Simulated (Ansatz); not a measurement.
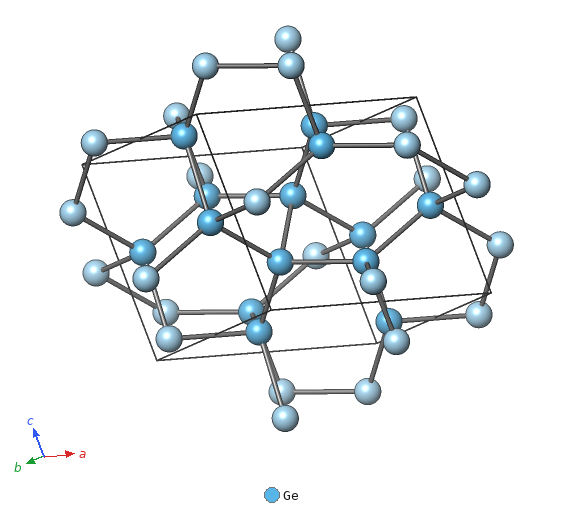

View from a general direction, drawn as a ball-and-stick model. Thin lines show the simulation cell, with boundary atoms drawn in all their periodic places. Bonds that leave the box are completed with the atoms at their other ends, in fainter colours.

Input for the calculation:
```yaml
crystal:
  lattice:
    - [-3.3655732048, 3.3655732048, 3.4176181512]
    - [3.3655732048, -3.3655732048, 3.4176181512]
    - [3.3655732048, 3.3655732048, -3.4176181512]
  atoms:
    - { symbol: Ge, position: [0.5, 0.0, 0.7958385091] }
    - { symbol: Ge, position: [0.7958385091, 0.5, 0.0] }
    - { symbol: Ge, position: [0.0, 0.7958385091, 0.5] }
    - { symbol: Ge, position: [0.7041614909, 0.7041614909, 0.7041614909] }
    - { symbol: Ge, position: [0.5, 0.0, 0.2041614909] }
    - { symbol: Ge, position: [0.2041614909, 0.5, 0.0] }
    - { symbol: Ge, position: [0.0, 0.2041614909, 0.5] }
    - { symbol: Ge, position: [0.2958385091, 0.2958385091, 0.2958385091] }
basis:
  ecutwfc: 420
kpoints:
  mp_grid: { grid: [8, 8, 8] }
hamiltonian:
  xc: pbesol
scf:
  occupations: { method: gaussian, width: 0.15 }
output:
  forces: true
  stress: true
  eigenvalues: true
```
Run as:
```sh
ansatz run input.yaml --threads 2 --pin off --max-ram 5120MiB --backend cpu --events-out ev --progress --plain --runs-dir out
```

Calculation details: Ansatz 0.2.0, DFT PBEsol, scalar-relativistic, plane waves, PAW; a 420 eV plane-wave basis, an 8×8×8 k-point grid, Gaussian smearing of 0.15 eV, no spin polarisation.

Classify it as metallic or gapped, with the value.

A metal: bands cross the Fermi level.

Which way would the volume go on relaxing?

The computed pressure is 6.4 GPa (compressed: it would expand). The stress isn't hydrostatic: its largest component is 7.1 GPa.

Provenance: a structure listed in the Materials Project. The cell was then strained or its atoms displaced on purpose. Ansatz was used for an electronic-structure calculation on it.

At this level of theory the run's own cell isn't at rest (compressed, at 6 GPa), so its distances can differ from those at equilibrium, the more so the softer the solid.
